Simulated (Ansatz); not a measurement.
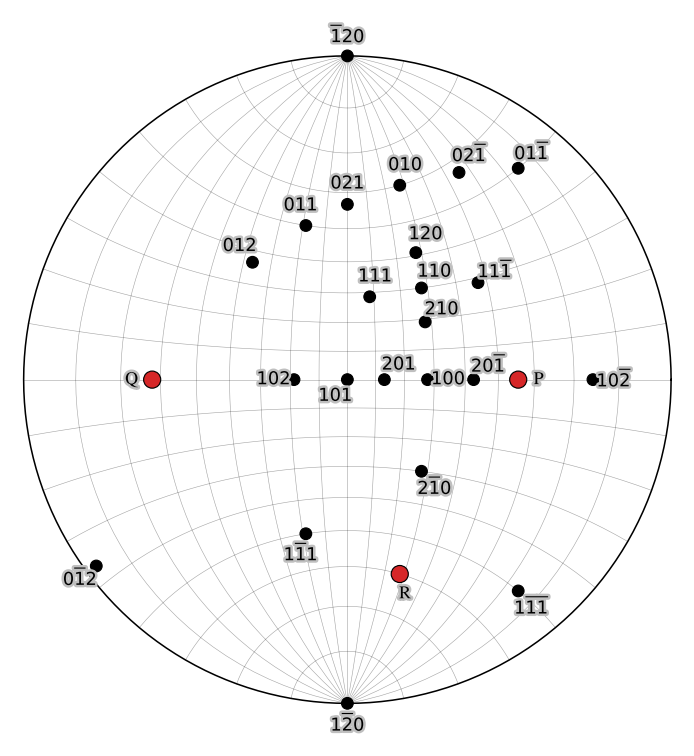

Crystal: SiC, the end point of a relaxation in a fixed cell with Ansatz 0.2.0, DFT PBE, scalar-relativistic, plane waves, PAW. Stereographic projection of plane normals (upper hemisphere) centred on (1 0 1). All values are computed from the atomic coordinates in the standard setting (tolerance 0.002 Å).

a = 3.076 Å, b = 3.076 Å, c = 5.048 Å, α = 90.00°, β = 90.00°, γ = 120.00°.

> Index the poles marked P, Q, R.

P is (1 0 −1), in four indices (1 0 −1 −1), 55.6° from the centre; Q is (0 0 1), in four indices (0 0 0 1), 62.2° from the centre; R is (1 −1 0), in four indices (1 −1 0 0), 63.8° from the centre.

> What is the angle between the normals of (0 1 −1) and (1 1 1), and what are their d_hkl = 1/|g|?

53.4°; d = 2.356 Å and 1.471 Å.
